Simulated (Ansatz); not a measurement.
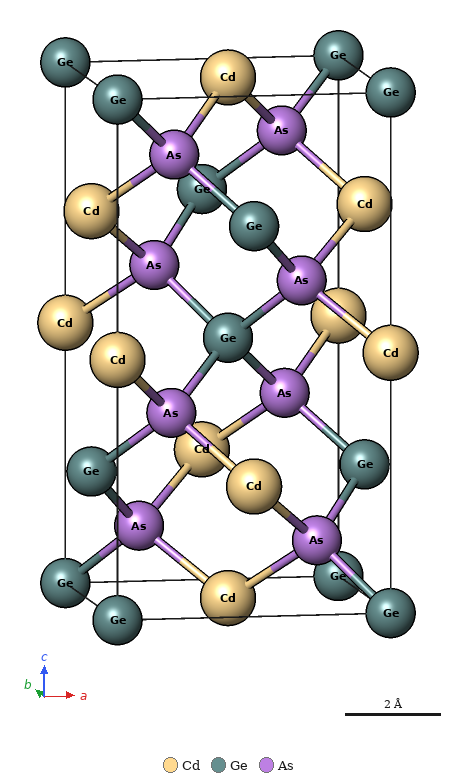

*The structure (ball-and-stick view of the cell 2 times as large as that of the calculation, set on its symmetry axes, seen slightly off an axis). An atom can appear more than once, as a periodic image.*

# Band-structure calculation of CdGeAs2 (part 1 of 2)

CdGeAs2 (8 atoms in the cell), computed with DFT, HSE06, plane waves, PAW, no spin polarisation (Ansatz 0.2.0).

The structure derives from a Materials Project entry. The geometry comes from this level: r2SCAN (a point of a series of strains). It belongs to a series of runs on one base structure; here: hydrostatic strain -2.0%.

### The input
```yaml
crystal:
  lattice:
    - [-2.9303027266, 2.9303027266, 5.5388705653]
    - [2.9303027266, -2.9303027266, 5.5388705653]
    - [2.9303027266, 2.9303027266, -5.5388705653]
  atoms:
    - { symbol: Cd, position: [0.25, 0.75, 0.5] }
    - { symbol: Cd, position: [0.5, 0.5, 0.0] }
    - { symbol: Ge, position: [0.0, 0.0, 0.0] }
    - { symbol: Ge, position: [0.75, 0.25, 0.5] }
    - { symbol: As, position: [0.875, 0.3471255015, 0.9721255015] }
    - { symbol: As, position: [0.6528744985, 0.625, 0.5278744985] }
    - { symbol: As, position: [0.375, 0.9028744985, 0.0278744985] }
    - { symbol: As, position: [0.0971255015, 0.125, 0.4721255015] }
kpoints:
  mp_grid: { grid: [4, 4, 4] }
  band_path:
    path:
      - [0.0, 0.0, 0.0]
      - [0.0, 0.0, 0.5]
      - [0.25, 0.25, 0.25]
      - [0.0, 0.5, 0.0]
      - [0.5, 0.5, -0.5]
      - [0.3199717207, 0.6800282793, -0.3199717207]
      - [-0.3199717207, 0.3199717207, 0.3199717207]
      - [-0.1399434414, 0.1399434414, 0.5]
      - [0.5, 0.5, -0.1399434414]
    npoints: 1
hamiltonian:
  xc: hse06
scf:
  occupations: { method: fermi_dirac, width: 0.02 }
  n_extra_bands: 6
output:
  forces: true
  stress: true
  eigenvalues: true
  write_density: true
  write_potential: true
  elf: true
  volumetric_format: npy
```

Run on 1 × NVIDIA H100 80GB HBM3, 2 threads of AMD EPYC (Zen 3), 288 GiB of memory available, shared host.

### What the program printed
```
Warning: output.stress: scf.convergence.dr2_threshold = 1e-7 eV (the SCF's general default) is looser than the 8e-10 eV advised for a printed stress (1e-10 eV for each atom of the cell: 8). What an SCF threshold leaves in a stress goes as its square root, and in the free energy as the threshold itself, and one threshold admits the most on a small cell: of the crystals measured, under no hybrid functional and no lock of the moments, on runs that ended without the residual-converged pass, on stresses that held no estimate of that error, the worst erred by over 100 MPa in a component at 1e-7 eV an atom and by under 5 at 1e-10. Set scf.convergence.dr2_threshold to 8e-10 eV or tighter. The threshold is an SCF's pass mark: one that does not reach it within its budget of iterations ends unconverged, or closes short of it on a stop that the run arms, and scf.convergence.dr2_threshold's page says what that costs each kind of run
Warning: output.stress: scf.exx.energy_threshold = 1e-6 eV is looser than the 8e-8 eV advised for a stress under a hybrid functional (1e-8 eV for each atom of the cell: 8). Every SCF of the exchange loop can meet its threshold on dr2 while the loop round them stops early: no threshold on dr2 bounds what that leaves in the stress. Set scf.exx.energy_threshold to 8e-8 eV or tighter. The threshold is the loop's pass mark: a loop that does not reach it within its budget of cycles ends unconverged, and scf.exx.energy_threshold's page has the law
scf.n_extra_bands = 6 over 64 filled bands (N_el = 128.0): the run solves 70 bands
Engine: ansatz 0.2.0, x86_64-unknown-linux-gnu
Pseudopotentials: kind: paw
Pseudopotential: Cd, paw, valence charge 20, recommended cutoff 420 eV (normal), Cd.paw.azcp
Pseudopotential: Ge, paw, valence charge 14, recommended cutoff 420 eV (normal), Ge.paw.azcp
Pseudopotential: As, paw, valence charge 15, recommended cutoff 420 eV (normal), As.paw.azcp
Functional definition: HSE06
  parameter a = 0.25
  parameter omega = 0.11/bohr
  exchange = pbe_x - a*pbe_x_sr(omega) + a*exact_x_sr(omega)
  correlation = pbe_c
Crystal: 8 atoms, lattice volume = 190.242 Å³
Basis set: ecut = 420 eV, 3707 PW (Γ), exchange–correlation on 96×96×96 points (8 copies of the dense FFT grid, shifted against one another)
Bands: 70, of which v1, the nominal top of the filled ones, is band 64 counted from 1 (63 counted from 0)
Symmetry: 8 space group operations
Space group: I-42d (ITA 122), of the structure as read, at distance tolerance 5.8e-5 Å
k-points: 13 of 64 (time reversal used)
Non-local potential: Cd, projectors of the file, l = 0: 3, l = 1: 2, l = 2: 2, l = 3: 1
Non-local potential: Ge, projectors of the file, l = 0: 2, l = 1: 2, l = 2: 3, l = 3: 1
Non-local potential: As, projectors of the file, l = 0: 2, l = 1: 2, l = 2: 3, l = 3: 1
PAW form: soft (Blöchl's): semilocal exchange-correlation on the pseudo side does not see the compensation charge
PAW frozen core: Cd, regenerated for the run's functional, and the local potential with it (the file was generated under x = pbe(κ = 0.804, μ = 0.2195149727645171), c = pbe(β = 0.06672455060314922))
PAW frozen core: Ge, regenerated for the run's functional, and the local potential with it (the file was generated under x = pbe(κ = 0.804, μ = 0.2195149727645171), c = pbe(β = 0.06672455060314922))
PAW frozen core: As, regenerated for the run's functional, and the local potential with it (the file was generated under x = pbe(κ = 0.804, μ = 0.2195149727645171), c = pbe(β = 0.06672455060314922))
PAW one-centre angular grid: Cd, 590 points (default); XC on 64 Gauss nodes
PAW one-centre angular grid: Ge, 590 points (default); XC on 64 Gauss nodes
PAW one-centre angular grid: As, 590 points (default); XC on 64 Gauss nodes
Initial density: superposition of atomic densities (neutral atoms: chi_scale 0, normalization atom), corrected by the library's trained network
Initial wavefunctions: pseudopotential atomic-orbital guess
Functional: x = pbe(κ = 0.804, μ = 0.2195149727645171), c = pbe(β = 0.06672455060314922), warm-up for x = pbe(κ = 0.804, μ = 0.2195149727645171) + 0.25 (exact − pbe) at short range (hse, ω = 0.20786987370883472 Å⁻¹), c = pbe(β = 0.06672455060314922); HSE06 as pw.x's `hse` composes it (authors' and Libxc's form: `xc: wpbeh`)
SCF iter   1: F=—  HF=-44523.804568 eV  |F-HF|=—  |Δ(HF+E_count)|=         —  Δρ=1.30e-3  dr2=4.40e-3  ethr=1.77e-3  ⟨swp⟩=6.6  Hψ=3515  notcnv=0
preconditioner: auto → Kerker (q_TF=auto, 2.554 Å⁻¹)  [metal: Δε(μ)=0.028 eV  Ē_g=9.245 eV  σ=0.020 eV  W_gap=0.34  n_scr=60 (ndim 8)  ℏωp=19.4 eV  f_vac=0.106  D(μ)=0.69/eV (n_scr^D=0)]
SCF iter   2: F=—  HF=-44523.804392 eV  |F-HF|=—  |Δ(HF+E_count)|=   1.77e-4  Δρ=7.06e-4  dr2=1.39e-3  ethr=3.44e-6  ⟨swp⟩=4.0  Hψ=2708  notcnv=0
SCF iter   3: F=—  HF=-44523.804274 eV  |F-HF|=—  |Δ(HF+E_count)|=   1.18e-4  Δρ=3.28e-4  dr2=3.68e-4  ethr=1.08e-6  ⟨swp⟩=3.0  Hψ=1869  notcnv=0
SCF iter   4: F=—  HF=-44523.804258 eV  |F-HF|=—  |Δ(HF+E_count)|=   1.52e-5  Δρ=1.13e-4  dr2=3.75e-5  ethr=2.87e-7  ⟨swp⟩=3.5  Hψ=1968  notcnv=0
SCF iter   5: F=—  HF=-44523.804279 eV  |F-HF|=—  |Δ(HF+E_count)|=   2.02e-5  Δρ=6.06e-5  dr2=7.57e-6  ethr=2.93e-8  ⟨swp⟩=3.0  Hψ=2234  notcnv=0
SCF iter   6: F=—  HF=-44523.804284 eV  |F-HF|=—  |Δ(HF+E_count)|=   5.58e-6  Δρ=2.28e-5  dr2=9.19e-7  ethr=5.91e-9  ⟨swp⟩=4.0  Hψ=2567  notcnv=0
SCF iter   7: F=—  HF=-44523.804285 eV  |F-HF|=—  |Δ(HF+E_count)|=   5.18e-7  Δρ=1.01e-5  dr2=2.27e-7  ethr=7.18e-10  ⟨swp⟩=4.0  Hψ=2230  notcnv=0
SCF iter   8: F=—  HF=-44523.804285 eV  |F-HF|=—  |Δ(HF+E_count)|=   1.06e-7  Δρ=3.39e-6  dr2=2.70e-8  ethr=1.77e-10  ⟨swp⟩=3.2  Hψ=2461  notcnv=0
SCF iter   9: F=—  HF=-44523.804285 eV  |F-HF|=—  |Δ(HF+E_count)|=   2.31e-8  Δρ=1.04e-6  dr2=2.78e-9  ethr=2.11e-11  ⟨swp⟩=3.4  Hψ=2248  notcnv=0
SCF iter  10: F=-44523.804285 eV  HF=-44523.804285 eV  |F-HF|=2.18e-11  |Δ(HF+E_count)|=   3.16e-9  Δρ=4.11e-7  dr2=3.69e-10  ethr=3.72e-12 (applied; sched 2.17e-12)  ⟨swp⟩=3.3  Hψ=2312  notcnv=0
SCF 1 converged in 10 iterations: F = -44523.804285 eV  dr2 = 3.69e-10
  greatest PAW one-centre occupation: 1.000 electrons in one spin orbital (limit 2), on the Cd atom at site 1 (counted from 0), in its partial waves of l = 0
Initial density: handed on by an earlier stage of this run
Initial wavefunctions: those handed on with the density
Functional: x = pbe(κ = 0.804, μ = 0.2195149727645171) + 0.25 (exact − pbe) at short range (hse, ω = 0.20786987370883472 Å⁻¹), c = pbe(β = 0.06672455060314922); HSE06 as pw.x's `hse` composes it (authors' and Libxc's form: `xc: wpbeh`)
Exchange kernel: α = 0.2500, screened, ω = 0.2079 Å⁻¹, Wigner–Seitz truncation, v(0) = 1046.7684 eV·Å³, q-mesh 4×4×4, nearest image of the exchange supercell L = 23.44 Å, pair-density grid 32×32×32, without the augmentation charges, whose exchange is taken in its separable form by FFT convolution over the k-point mesh (sized by the pseudopotential files, 40×40×32 at the most), smooth part of the exact exchange by density-matrix convolution in up to 6.86 GiB of GPU memory as planned if the GPU has room (build and FFT work areas not counted)
Frozen-core exchange: fock
iter 1 solved again at ethr=4.67e-5 eV; its pass at ethr=1.00e-1 eV (dr2=5.98e-2 eV) is discarded
SCF iter   1: F=—  HF=-44537.964909 eV  |F-HF|=—  |Δ(HF+E_count)|=         —  Δρ=8.74e-3  dr2=7.77e-2  ethr=4.67e-5  ⟨swp⟩=4.7  Hψ=4973  notcnv=0
preconditioner: auto → none  [insulator: Δε(μ)=0.728 eV  Ē_g=10.852 eV  σ=0.020 eV  W_gap=1.00  n_scr=60 (ndim 8)  ℏωp=19.4 eV  f_vac=0.102  D(μ)=0.00/eV (n_scr^D=0)]
SCF iter   2: F=—  HF=-44537.909738 eV  |F-HF|=—  |Δ(HF+E_count)|=   5.52e-2  Δρ=3.03e-3  dr2=1.04e-2  ethr=4.67e-5  ⟨swp⟩=4.0  Hψ=2815  notcnv=0
SCF iter   3: F=—  HF=-44537.945761 eV  |F-HF|=—  |Δ(HF+E_count)|=   3.60e-2  Δρ=2.20e-3  dr2=3.82e-3  ethr=5.37e-6  ⟨swp⟩=4.5  Hψ=2968  notcnv=0
SCF iter   4: F=—  HF=-44537.944973 eV  |F-HF|=—  |Δ(HF+E_count)|=   7.88e-4  Δρ=8.14e-4  dr2=5.60e-4  ethr=2.87e-6  ⟨swp⟩=3.0  Hψ=1825  notcnv=0
iter 5 solved again at ethr=7.11e-9 eV; its pass at ethr=3.23e-7 eV (dr2=9.11e-6 eV) is discarded
SCF iter   5: F=—  HF=-44537.944956 eV  |F-HF|=—  |Δ(HF+E_count)|=   1.76e-5  Δρ=6.71e-5  dr2=1.39e-4  ethr=7.11e-9  ⟨swp⟩=4.0  Hψ=4216  notcnv=0
SCF iter   6: F=—  HF=-44537.945945 eV  |F-HF|=—  |Δ(HF+E_count)|=   9.89e-4  Δρ=1.88e-4  dr2=6.38e-5  ethr=7.11e-9  ⟨swp⟩=5.1  Hψ=3376  notcnv=0
SCF iter   7: F=-44537.945923 eV  HF=-44537.945924 eV  |F-HF|=1.10e-6  |Δ(HF+E_count)|=   2.10e-5  Δρ=2.77e-5  dr2=4.89e-6  ethr=7.11e-9  ⟨swp⟩=4.0  Hψ=2556  notcnv=0
SCF 2 stopped early in 7 iterations: F = -44537.945923 eV  dr2 = 4.89e-6
  Residual-converged pass: ⟨swp⟩=3.6  Hψ=2235  notcnv=0  max |occ|·‖R‖ = 6.6e-6 eV (tolerance 6.7e-6 eV)  dr2=4.98e-6  dr2_onsite=2.53e-7  max |Δocc| = 7.5e-15
hybrid outer 1: dexx = +4.517e-2 eV, tail = 3.36e-4 eV
Exchange kernel: α = 0.2500, screened, ω = 0.2079 Å⁻¹, Wigner–Seitz truncation, v(0) = 1046.7684 eV·Å³, q-mesh 4×4×4, nearest image of the exchange supercell L = 23.44 Å, pair-density grid 32×32×32, without the augmentation charges, whose exchange is taken in its separable form by FFT convolution over the k-point mesh (sized by the pseudopotential files, 40×40×32 at the most), smooth part of the exact exchange by density-matrix convolution in up to 6.86 GiB of GPU memory as planned if the GPU has room (build and FFT work areas not counted)
Frozen-core exchange: fock
SCF iter   1: F=—  HF=-44537.947520 eV  |F-HF|=—  |Δ(HF+E_count)|=         —  Δρ=7.34e-5  dr2=4.93e-6  ethr=1.31e-6  ⟨swp⟩=5.1  Hψ=1951  notcnv=0
preconditioner: auto → none  [insulator: Δε(μ)=0.833 eV  Ē_g=10.794 eV  σ=0.020 eV  W_gap=1.00  n_scr=60 (ndim 8)  ℏωp=19.4 eV  f_vac=0.104  D(μ)=0.00/eV (n_scr^D=0)]
SCF iter   2: F=—  HF=-44537.947525 eV  |F-HF|=—  |Δ(HF+E_count)|=   5.63e-6  Δρ=2.11e-5  dr2=1.31e-6  ethr=3.38e-9  ⟨swp⟩=4.0  Hψ=3264  notcnv=0
SCF iter   3: F=—  HF=-44537.947525 eV  |F-HF|=—  |Δ(HF+E_count)|=   3.79e-7  Δρ=1.05e-5  dr2=6.81e-7  ethr=5.48e-10  ⟨swp⟩=3.0  Hψ=2391  notcnv=0
SCF iter   4: F=—  HF=-44537.947528 eV  |F-HF|=—  |Δ(HF+E_count)|=   3.52e-6  Δρ=7.19e-6  dr2=9.35e-8  ethr=9.73e-11  ⟨swp⟩=5.5  Hψ=3115  notcnv=0
SCF iter   5: F=—  HF=-44537.947528 eV  |F-HF|=—  |Δ(HF+E_count)|=   2.90e-8  Δρ=1.44e-6  dr2=1.33e-8  ethr=5.37e-11  ⟨swp⟩=3.0  Hψ=2080  notcnv=0
SCF iter   6: F=—  HF=-44537.947529 eV  |F-HF|=—  |Δ(HF+E_count)|=   8.87e-8  Δρ=1.33e-6  dr2=4.49e-9  ethr=5.41e-12 (applied; sched 1.70e-12)  ⟨swp⟩=5.5  Hψ=3100  notcnv=0
SCF iter   7: F=—  HF=-44537.947529 eV  |F-HF|=—  |Δ(HF+E_count)|=   1.43e-9  Δρ=3.67e-7  dr2=9.30e-10  ethr=3.72e-12 (applied; sched 1.70e-12)  ⟨swp⟩=3.0  Hψ=2194  notcnv=0
SCF iter   8: F=-44537.947529 eV  HF=-44537.947529 eV  |F-HF|=8.73e-11  |Δ(HF+E_count)|=   4.01e-9  Δρ=3.02e-7  dr2=1.78e-10  ethr=3.46e-12 (applied; sched 1.00e-12)  ⟨swp⟩=4.1  Hψ=2014  notcnv=0
SCF 3 converged in 8 iterations: F = -44537.947529 eV  dr2 = 1.78e-10
  Residual-converged pass: ⟨swp⟩=3.0  Hψ=2333  notcnv=0  max |occ|·‖R‖ = 2.5e-7 eV (tolerance 2.7e-7 eV)  dr2=1.85e-10  dr2_onsite=1.29e-11  max |Δocc| = 1.7e-18
hybrid outer 2: dexx = +5.094e-6 eV, tail = 1.44e-7 eV, Δε = 3.01e-3 eV (about 1.00e-4 eV left of the loop's levels), ΔF = 4.85e-3 eV/Å (tail 1.10e-3)
Exchange kernel: α = 0.2500, screened, ω = 0.2079 Å⁻¹, Wigner–Seitz truncation, v(0) = 1046.7684 eV·Å³, q-mesh 4×4×4, nearest image of the exchange supercell L = 23.44 Å, pair-density grid 32×32×32, without the augmentation charges, whose exchange is taken in its separable form by FFT convolution over the k-point mesh (sized by the pseudopotential files, 40×40×32 at the most), smooth part of the exact exchange by density-matrix convolution in up to 6.86 GiB of GPU memory as planned if the GPU has room (build and FFT work areas not counted)
Frozen-core exchange: fock
SCF iter   1: F=—  HF=-44537.947529 eV  |F-HF|=—  |Δ(HF+E_count)|=         —  Δρ=1.80e-6  dr2=3.41e-9  ethr=5.62e-10  ⟨swp⟩=8.8  Hψ=2058  notcnv=0
preconditioner: auto → none  [insulator: Δε(μ)=0.834 eV  Ē_g=10.793 eV  σ=0.020 eV  W_gap=1.00  n_scr=60 (ndim 8)  ℏωp=19.4 eV  f_vac=0.105  D(μ)=0.00/eV (n_scr^D=0)]
SCF iter   2: F=—  HF=-44537.947529 eV  |F-HF|=—  |Δ(HF+E_count)|=  5.09e-10  Δρ=5.19e-7  dr2=4.00e-10  ethr=4.75e-12 (applied; sched 2.48e-12)  ⟨swp⟩=4.0  Hψ=2777  notcnv=0
SCF iter   3: F=-44537.947529 eV  HF=-44537.947529 eV  |F-HF|=8.73e-11  |Δ(HF+E_count)|=   1.40e-9  Δρ=2.14e-7  dr2=6.28e-11  ethr=3.29e-12 (applied; sched 1.00e-12)  ⟨swp⟩=3.2  Hψ=1870  notcnv=0
SCF 4 converged in 3 iterations: F = -44537.947529 eV  dr2 = 6.28e-11
  Residual-converged pass: ⟨swp⟩=3.0  Hψ=2424  notcnv=0  max |occ|·‖R‖ = 2.4e-7 eV (tolerance 2.7e-7 eV)  dr2=6.99e-11  dr2_onsite=8.10e-11  max |Δocc| = 7.7e-19
```

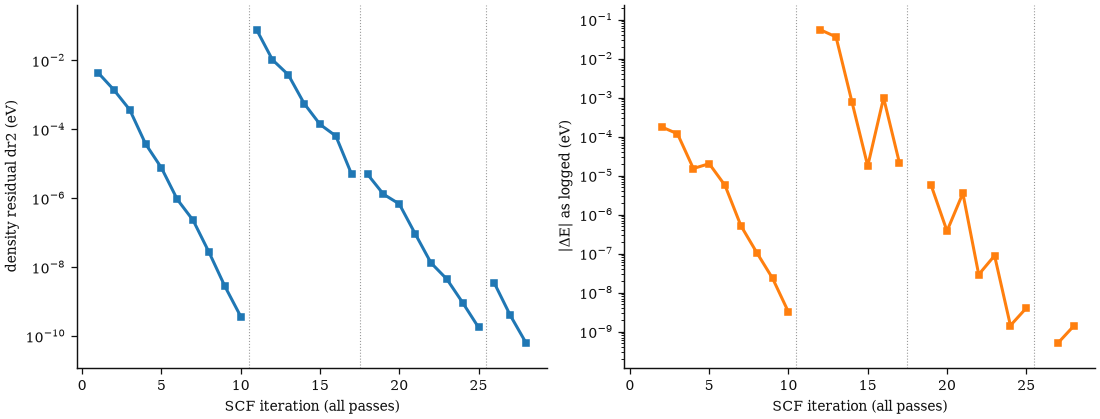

*Convergence of the self-consistent field: density residual dr2 and size of the energy change against the SCF iteration. The run starts with a semilocal functional; after that each stretch between dotted lines is one SCF of the hybrid functional between two exact rebuilds of the exchange operator by the outer loop. Early passes are stopped at a loose threshold.*

The passes take 10, 7, 8 and 3 iterations.
